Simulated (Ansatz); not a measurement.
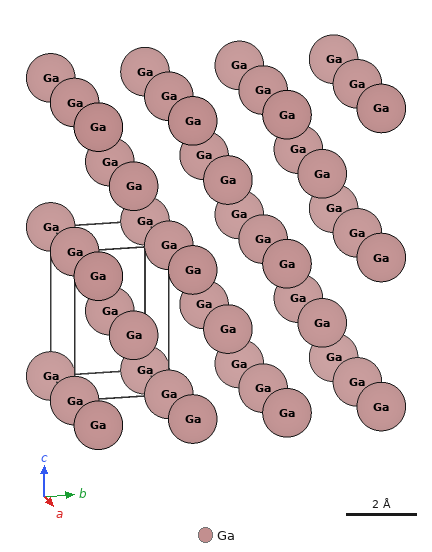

Reference structure: a symmetric starting cell of Ga. A spheres-only model of the conventional cell (2 times the calculation's cell), repeated 2 × 3 × 2 with one cell outlined, seen slightly off an axis. Lengths and directions refer to the drawn axes.

The calculation used DFT LDA, scalar-relativistic, plane waves, PAW in Ansatz 0.2.0. Settings: plane-wave cutoff 420 eV; k-point mesh 20 × 20 × 20; occupations gaussian; smearing width 0.1 eV; no spin polarisation.

The variant: The cell is strained by +2.4 % along c and −0.6 % across it (volume +1.1 %), the atoms keeping their fractional coordinates. No relaxation follows. The starting cell wasn't computed here and needn't be at equilibrium, so pressure and forces aren't due to the change alone.

### What is the effect?

Among the bonded contacts that change: Ga–Ga 2.808 → 2.790 Å. The space group stays I4/mmm (No. 139). The pressure is −2.1 GPa (not all of it need come from the change, since the unchanged cell can be under pressure at this level too). All forces vanish by symmetry.

Drawn alike, the variant:

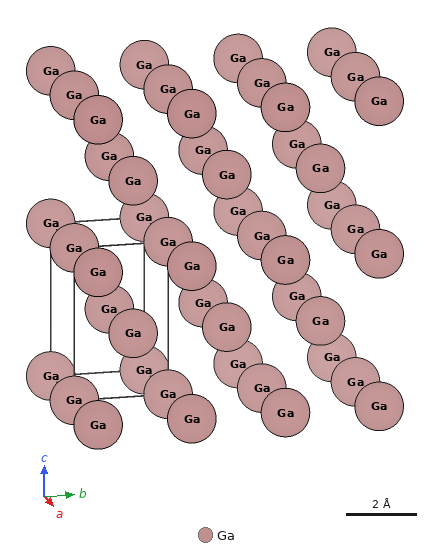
